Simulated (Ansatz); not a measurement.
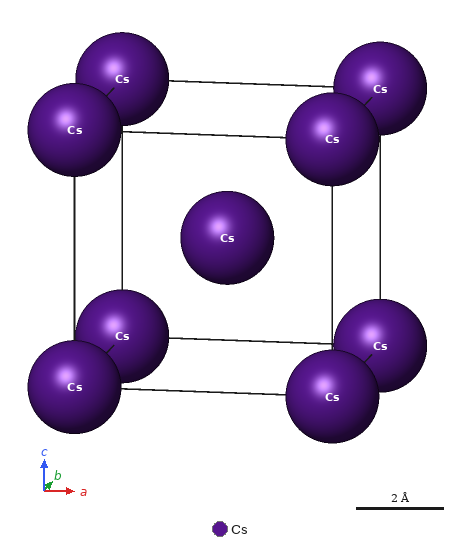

The starting point is a symmetric starting cell of Cs. Style: spheres-only. Shown: the conventional cell (2 times the calculation's cell), slightly off an axis. Lengths and directions refer to the drawn axes.

These are results of Ansatz, DFT r2SCAN, scalar-relativistic, plane waves, PAW, not measurements. Settings: plane-wave cutoff 500 eV; k-point mesh 10 × 10 × 10; occupations gaussian; smearing width 0.1 eV; no spin polarisation.

Now this is done to it. All lengths are scaled by +1.4 % (volume +4.3 %), the atoms keeping their fractional coordinates. No relaxation follows. The starting cell wasn't computed here and needn't be at equilibrium, so pressure and forces aren't due to the change alone.

Input
```yaml
crystal:
  lattice:
    - [-3.06523815, 3.06523815, 3.06523815]
    - [3.06523815, -3.06523815, 3.06523815]
    - [3.06523815, 3.06523815, -3.06523815]
  atoms:
    - { symbol: Cs, position: [0.0, 0.0, 0.0] }
basis:
  ecutwfc: 500
kpoints:
  mp_grid: { grid: [10, 10, 10] }
hamiltonian:
  xc: r2scan
scf:
  occupations: { method: gaussian, width: 0.1 }
output:
  forces: true
  stress: true
  eigenvalues: true
```

Predict the response.

Answer. The pressure is 0.1 GPa (not all of it need come from the change, since the unchanged cell can be under pressure at this level too). All forces vanish by symmetry. Among the bonded contacts that change: Cs–Cs 5.235 → 5.309 Å. The space group stays Im-3m (No. 229).

The changed structure in the same view:

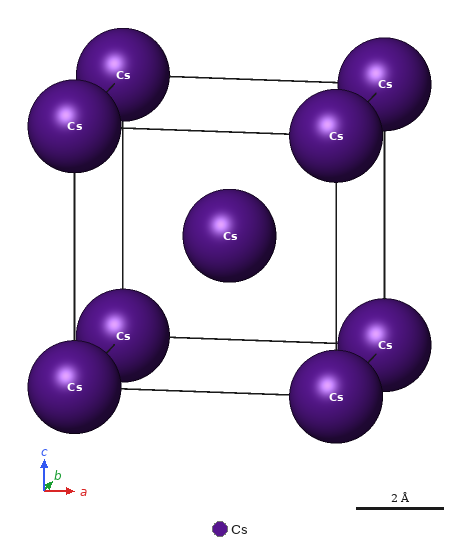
